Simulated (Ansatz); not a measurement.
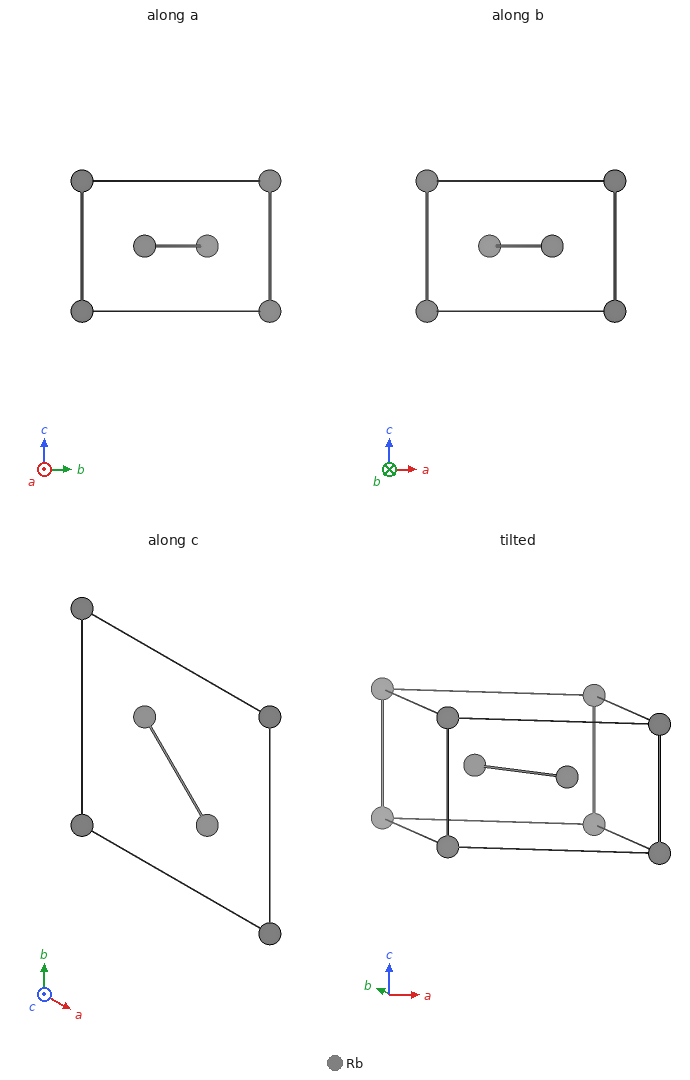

Shown here is a ball-and-stick view of the crystal, taken along the a axis, along the b axis, along the c axis and slightly off an axis. The wireframe shows the conventional unit cell.

Lattice parameters: a = 8.220 Å, b = 8.220 Å, c = 4.939 Å, α = 90.00°, β = 90.00°, γ = 120.00°. Put a along x and b in the xy plane.

> From the views, write a POSCAR file.

```
Rb
1.0
     8.220    0.000    0.000
    -4.110    7.119    0.000
     0.000    0.000    4.939
Rb
3
Direct
  0.0000 0.0000 0.0000
  0.3333 0.6667 0.5000
  0.6667 0.3333 0.5000
```

The initial geometry was a structure type filled with this element by a generator (whether the element takes this form wasn't checked). Earlier steps of the study may have refined or changed the cell and positions. It went into a calculation with Ansatz.
